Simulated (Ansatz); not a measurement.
Run report: WSe, geometry relaxation (part 2 of 2)

Continued. System: WSe (Fm-3m, 2 atoms in the cell). Method: DFT r2SCAN+U, scalar-relativistic, plane waves, PAW, Ueff = 6.2 eV on W d, spin-polarised (Ansatz 0.2.0); cutoff 500 eV, 12×12×12 k-mesh, Gaussian smearing of 0.1 eV, collinear spins. The structure was built on a prototype by a generator; it need not be a known phase.

Geometry of the input (Å; fractional positions):
```
0.0000  2.8530  2.8530
2.8530  0.0000  2.8530
2.8530  2.8530  0.0000
W  0.0000  0.0000  0.0000
Se 0.5000  0.5000  0.5000
```

Output, continued
```
SCF iter   1: F=—  HF=-15870.172063 eV  |F-HF|=—  |Δ(HF+E_count)|=         —  Δρ=8.78e-6 (↑8.78e-6 ↓5.51e-6)  dr2=3.56e-8  dr2_τ=1.67e-9  dr2_m=5.90e-9  M=4.000 μB ∫|m|=4.572 μB  β_m=1.00  ethr=5.63e-9  ⟨swp⟩=3.4  Hψ=22692  notcnv=0
preconditioner: auto → Kerker (q_TF=auto, 2.537 Å⁻¹)  [metal: Δε(μ)=0.055 eV  Ē_g=10.733 eV  σ=0.100 eV  W_gap=0.30  n_scr=14 (ndim 8)  ℏωp=18.9 eV  f_vac=0.001  D(μ)=1.13/eV (n_scr^D=8)]
spin=Collinear: Kerker preconditioning applied to the charge; magnetization (m = ρ↑ − ρ↓) channel mixes plain (no charge-response kernel on spin).
SCF iter   2: F=—  HF=-15870.172063 eV  |F-HF|=—  |Δ(HF+E_count)|=   4.59e-8  Δρ=5.98e-6 (↑5.98e-6 ↓4.49e-6)  dr2=2.69e-8  dr2_τ=7.38e-10  dr2_m=7.24e-10  M=4.000 μB ∫|m|=4.572 μB  β_m=1.00  ethr=1.19e-10  ⟨swp⟩=2.3  Hψ=3785  notcnv=0  κ⁻¹=1.0e0(r=1)
SCF iter   3: F=—  HF=-15870.172063 eV  |F-HF|=—  |Δ(HF+E_count)|=   3.73e-8  Δρ=2.93e-6 (↑2.08e-6 ↓2.93e-6)  dr2=9.36e-9  dr2_τ=1.37e-10  dr2_m=1.49e-10  M=4.000 μB ∫|m|=4.573 μB  β_m=1.00  ethr=8.95e-11  ⟨swp⟩=2.0  Hψ=3938  notcnv=0  κ⁻¹=8.2e-2(r=2)
SCF iter   4: F=—  HF=-15870.172063 eV  |F-HF|=—  |Δ(HF+E_count)|=   7.81e-9  Δρ=9.81e-7 (↑9.81e-7 ↓7.12e-7)  dr2=1.22e-9  dr2_τ=1.45e-11  dr2_m=1.46e-11  M=4.000 μB ∫|m|=4.573 μB  β_m=1.00  ethr=3.12e-11  ⟨swp⟩=2.3  Hψ=4306  notcnv=0  κ⁻¹=1.3e-3(r=3)
SCF iter   5: F=—  HF=-15870.172063 eV  |F-HF|=—  |Δ(HF+E_count)|=  4.00e-11  Δρ=3.06e-7 (↑3.06e-7 ↓3.06e-7)  dr2=9.75e-11  dr2_τ=4.05e-12  dr2_m=1.37e-11  M=4.000 μB ∫|m|=4.573 μB  β_m=1.00  ethr=4.06e-12  ⟨swp⟩=2.7  Hψ=4925  notcnv=0  κ⁻¹=5.5e-4(r=4)
SCF iter   6: F=—  HF=-15870.172063 eV  |F-HF|=—  |Δ(HF+E_count)|=  6.00e-11  Δρ=9.03e-8 (↑9.03e-8 ↓7.73e-8)  dr2=8.07e-12  dr2_τ=1.89e-13  dr2_m=1.12e-12  M=4.000 μB ∫|m|=4.573 μB  β_m=1.00  ethr=1.00e-12  ⟨swp⟩=4.0  Hψ=12187  notcnv=0  κ⁻¹=2.9e-4(r=5)
SCF iter   7: F=-15870.172063 eV  HF=-15870.172063 eV  |F-HF|=7.28e-12  |Δ(HF+E_count)|=  1.09e-11  Δρ=5.11e-8 (↑5.11e-8 ↓4.88e-8)  dr2=5.55e-12  dr2_τ=2.57e-14  dr2_m=1.18e-14  M=4.000 μB ∫|m|=4.573 μB  ethr=1.00e-12  ⟨swp⟩=5.0  Hψ=10552  notcnv=0
SCF 2 converged in 7 iterations: F = -15870.172063 eV  dr2 = 5.55e-12
relax step   2: F+E_penalty+E_count = -15870.17206283 eV  Δ(F+E_penalty+E_count) = -2.976e-8 eV  max|allowed force component| = 2.268e-30 eV/Å  Δτ_max = 0.0000 Å  P = -0.001 GPa  Ω = 46.445 Å³  stress off target by 5.49e-4 GPa  SCF on the basis re-selected at this cell (its energy is not comparable with the rows above)  (7 SCF iters)
basis re-selected at this cell: Δ(F+E_penalty+E_count) = -2.976e-8 eV, ΔP = +0.002 GPa vs the last step (what re-selecting the basis moved, of the pressure what is left beyond the Pulay correction that the steps carried, after the strain that the cell walked since its last selection, with what the two solves' SCF thresholds leave and, on support functions, any second-order correction that the steps lacked; it is no measure of the basis error at this ecutwfc). This SCF's stress stands 5.49e-4 GPa from its target on what of the cell is left free (relax.cell.stress_tol is 5.00e-2 GPa) and its largest allowed force component is 2.27e-30 eV/Å (relax.f_tol is 1.00e-2 eV/Å): within both
SCF converged after 7 iterations
Stability not checked: this state was not tested for a lower state beside it, because the mixer in use, unlike msr1, does not test its closes by its own steps (another_mixer; see scf.mixing.algorithm and scf.lower_state_search)
Magnetization: 4.0000 μB (17.0000 up, 13.0000 down)
Absolute magnetization: 4.5521 μB (∫|ρ↑−ρ↓|, with the PAW one-centre terms)
Spin contamination: 0.1967 ħ² per cell (⟨S²⟩ above its minimum at these occupations)
Per-site moments (μB) at R_I (Å): [(3.2227825147200186, 1.17686489575875), (-0.24616776765425602, 1.17686489575875)]
Free energy (F): -15870.172063 eV
Harris-Foulkes:  -15870.172063 eV  (|F-HF|=7.28e-12)
Internal energy: -15870.166438 eV  (E = F + TS)
E sigma→0 (E₀):  -15870.169251 eV
Entropy (-TS):   -0.005624 eV (-2.812 meV/atom)
Fermi energy:    12.098180 eV
--- Per-component energies (eV) ---
  E_band       = -578.927415
  E_kinetic    = 571.858746
  E_local      = -3235.324794  (includes V_loc(G=0)·N_el)
  E_nonlocal   = -587.749242
  E_hartree    = 1479.445708
  E_xc         = -346.068813
  E_vxc        = -365.761570  (∫ρ·V_xc dr)
  E_hubbard    = 2.180237  (on-site DFT+U / exact-exchange correction)
  E_vhub       = -10.256232  (the Hubbard potential's part of the band-sum identity)
  E_paw        = -10521.253425  (= ΣΔE_a)
  E_vpaw       = 69.603965  (= ΣTr[D̂ρ^β])
  E_aug_tail   = -0.000259  (compensation charges beyond the density's cutoff)
  E_vtau       = 19.810601  (kinetic-family band-sum trace: ∫τ·v_τ [+ j·A + Jᵃ·Aᵃ] dr)
  E_ewald      = -3230.901877
  E_core_change = -2.352719  (= ΣΔE_core)
  E_smearing   = -0.005624  (= −TS)
  E_closure    = -0.000000  (closes the sum)
  Σ components = -15870.172063   (vs F -15870.172063, Δ=0.00e0)
--- Forces (eV/Å), atoms counted from 1 ---
  atom   1  W      0.00000000    -0.00000000    -0.00000000
  atom   2  Se    -0.00000000     0.00000000    -0.00000000
  max |Σ_I F_I| component: 2.83e-30 eV/Å
--- Stress (GPa, compression-positive) ---
       -0.000549       0.000000      -0.000000
        0.000000      -0.000549       0.000000
        0.000000       0.000000      -0.000549
  P = ⅓ Tr σ = -0.0005 GPa (-0.005 kbar)
--- Band table (eV; the first three rows and the last of 144) ---
  k-point 0 ↑: bands = ["-63.9372", "-36.9625", "-36.9625", "-36.9521", "-36.9521", "-36.9521", "-27.9833", "-27.9833", "-27.9833", "-2.7730", "7.0802", "7.0802", "7.0802", "9.3075", "9.3075", "10.1365", "10.1365", "10.1365", "11.9001", "20.5303"]
  k-point 1 ↑: bands = ["-63.9372", "-36.9625", "-36.9625", "-36.9520", "-36.9520", "-36.9520", "-27.9854", "-27.9835", "-27.9835", "-2.7090", "6.9456", "7.1044", "7.1044", "8.8305", "8.8305", "9.5910", "10.7670", "10.7670", "12.6612", "20.5240"]
  k-point 2 ↑: bands = ["-63.9372", "-36.9624", "-36.9624", "-36.9519", "-36.9519", "-36.9519", "-27.9911", "-27.9841", "-27.9841", "-2.5266", "6.4717", "7.1105", "7.1105", "8.3336", "8.3336", "9.0138", "11.7708", "11.7708", "13.9319", "19.8095"]
  k-point 71 ↓: bands = ["-62.1538", "-37.0030", "-37.0029", "-37.0021", "-37.0021", "-37.0020", "-25.3865", "-25.3865", "-25.3791", "-1.7436", "7.7000", "7.7000", "7.8864", "15.4670", "16.8764", "16.8764", "17.4949", "18.8495", "20.1416", "20.3842"]
Occupation matrices written to [file]
--- Relaxed structure (1 steps of the walk, 1 accepted, 1 SCFs on fresh bases) ---
  F+E_penalty+E_count = -15870.17206283 eV   max|allowed force component| = 2.268e-30 eV/Å   (the final SCF, on the basis selected at the relaxed cell)
  cell:  # Å, volume = 46.4449 Å³
    - [0.0, 2.8530058079, 2.8530058079]
    - [2.8530058079, 0.0, 2.8530058079]
    - [2.8530058079, 2.8530058079, 0.0]
  atoms:
    - { symbol: W, position: [0.0, 0.0, 0.0] }
    - { symbol: Se, position: [0.5, 0.5, 0.5] }
--- Löwdin populations: 2 sites ---
  site symbol       q [e]    m [muB]
     0      W     13.3769     4.3703
     1     Se     16.5336    -0.4250
  spilling = 0.002982 (of n_electrons = 30.000000)
```

File populations.tsv
```
# site	symbol	l	j	q_up	q_dn
# orbitals = lowdin
# n_electrons = 30.000000
# spilling = 0.002982
# projection_atom_W: [Kr 4d10 4f14] 5s2 5p6 5d4 6s2
# projection_atom_Se: [Ar] 3d10 4s2 4p4
0	W	0_5S	-	0.997062	0.996699
0	W	0_6S	-	0.461175	0.209781
0	W	1_5P	-	2.997645	2.998619
0	W	2_5D	-	4.417765	0.298201
1	Se	0_4S	-	0.933227	0.906058
1	Se	1_4P	-	2.121138	2.573394
1	Se	2_3D	-	4.999951	4.999824
```

Trajectory as extended XYZ (Å, eV, eV/Å), 2 frames, from step=1 to step=2
```
2
Lattice="0.0000 2.8530 2.8530 2.8530 0.0000 2.8530 2.8530 2.8530 0.0000" Properties=species:S:1:pos:R:3:forces:R:3 step=1 energy=-15870.17206 pressure_GPa=-0.00
W     0.0000    0.0000    0.0000    0.0000   0.0000   0.0000
Se    2.8530    2.8530    2.8530    0.0000   0.0000   0.0000
2
Lattice="0.0000 2.8530 2.8530 2.8530 0.0000 2.8530 2.8530 2.8530 0.0000" Properties=species:S:1:pos:R:3:forces:R:3 step=2 energy=-15870.17206 pressure_GPa=-0.00
W     0.0000    0.0000    0.0000    0.0000   0.0000   0.0000
Se    2.8530    2.8530    2.8530    0.0000   0.0000   0.0000
```

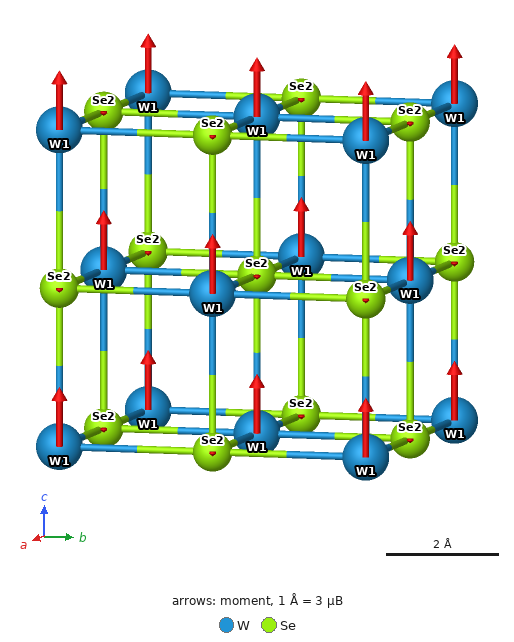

**Figure 1.** Magnetic moments of the sites as red arrows (ball-and-stick view of the cell 4 times as large as that of the calculation, set on its symmetry axes, seen slightly off an axis; atoms are numbered from 1 in the order of the input); small moments hardly show. The run is collinear, so the axis drawn is arbitrary. Site moments: W1 (3.22 μB); Se2 (−0.25 μB). They are counted near the atoms and needn't add up to the moment of the cell.

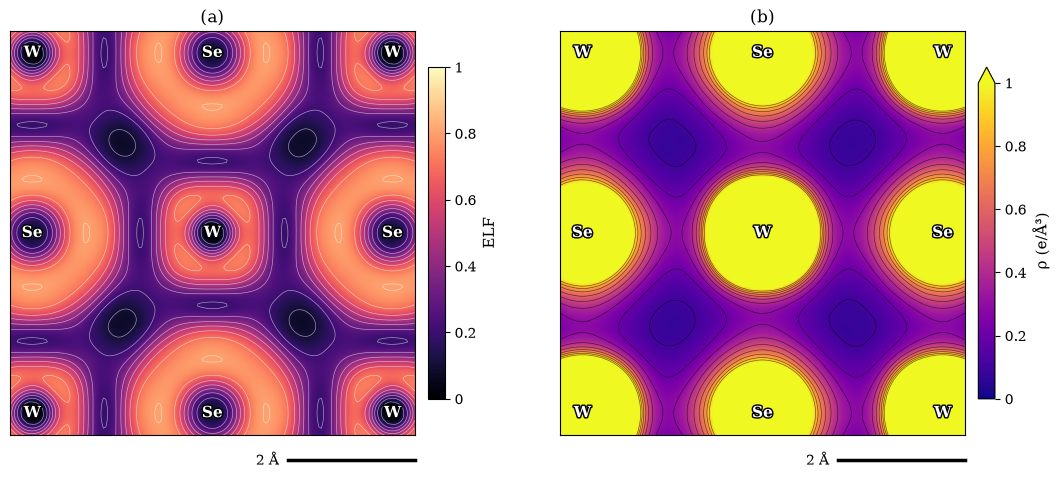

**Figure 2.** (a) electron localisation function; (b) valence charge density (pseudo) on the (001) plane of the conventional cell. Atoms in the plane: W and Se. W–Se (2.85 Å): ρ at the midpoint is about 0.3 e/Å³; the ELF is about 0.45 at the midpoint. Away from the nuclei the density in this plane falls to 0.08 e/Å³ at its lowest. The strong features right at W lie inside the PAW spheres (semicore, d or f shells) and say nothing about bonding. In a PAW calculation such maps are meaningful between the atoms, not at the nuclei.

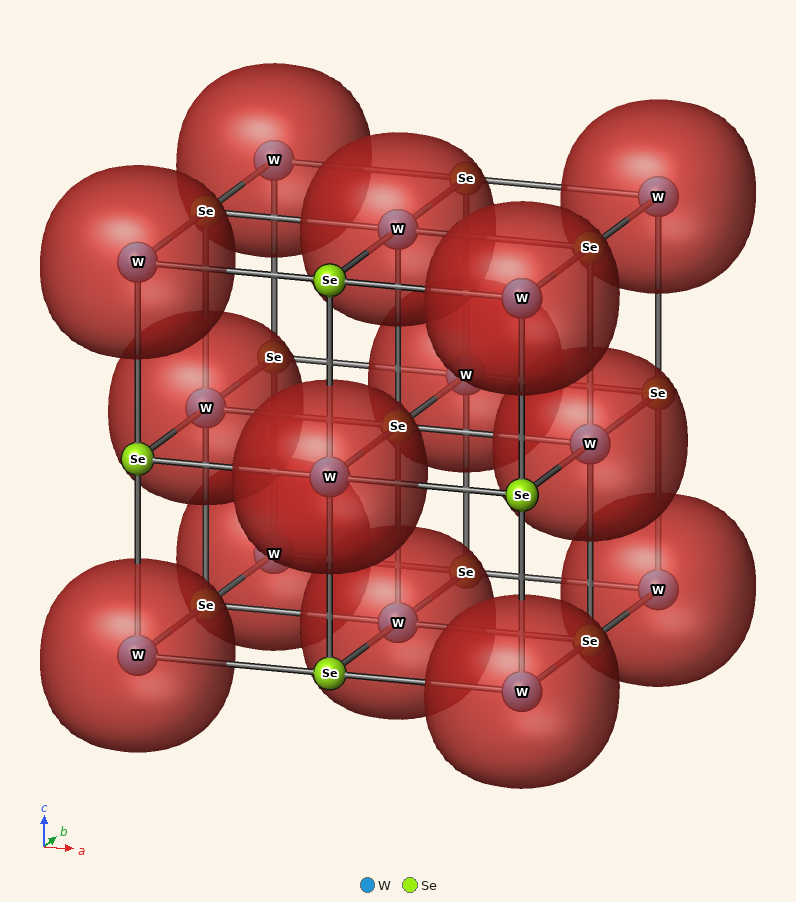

**Figure 3.** Isosurface of the spin density at +0.1 e/Å³ (red), seen slightly off an axis. Sticks mark near contacts. The outline is the cell set on symmetry axes. The cell of the calculation (2 atoms) carries 4.0 μB net.

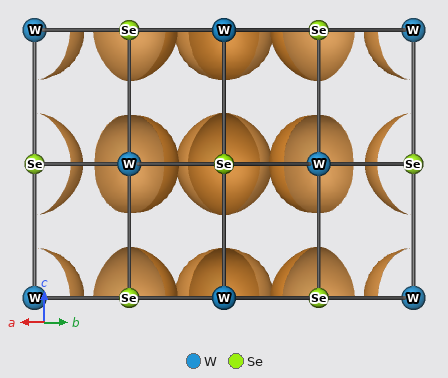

**Figure 4.** Isosurface of the valence charge density (pseudo) at 0.5 e/Å³ (orange), seen along [110]. Sticks mark near contacts. The outline is the cell set on symmetry axes. At this value the density breaks into separate islands; it holds about 80 % of the electrons treated as valence (semicore included). It is pinched off along the W–Se (2.85 Å) contacts. On the grid the lowest density along these lines, outside the cores, is 0.29 e/Å³ (W–Se, 2.85 Å).

Results in brief

```tsv
quantity	value
outcome	converged
space group (tolerance 0.01 Å)	Fm-3m (225)
electrons treated	30
free energy	−15870.1721 eV
Fermi energy	12.098 eV
gap on the k-point mesh	none (metallic)
net moment of the cell	4.00 μB
integrated absolute moment	4.55 μB
pressure	0.00 GPa
final volume	46.44 Å³
largest force (length of the vector) at the end	under 0.001 eV/Å
final cell	a = 4.035 Å, b = 4.035 Å, c = 4.035 Å, α = 60.00°, β = 60.00°, γ = 60.00°
wall time	39 s
peak memory	0.7 GiB
```

The electronic state found may not be the lowest one. Spin–orbit coupling is left out, which matters for W.
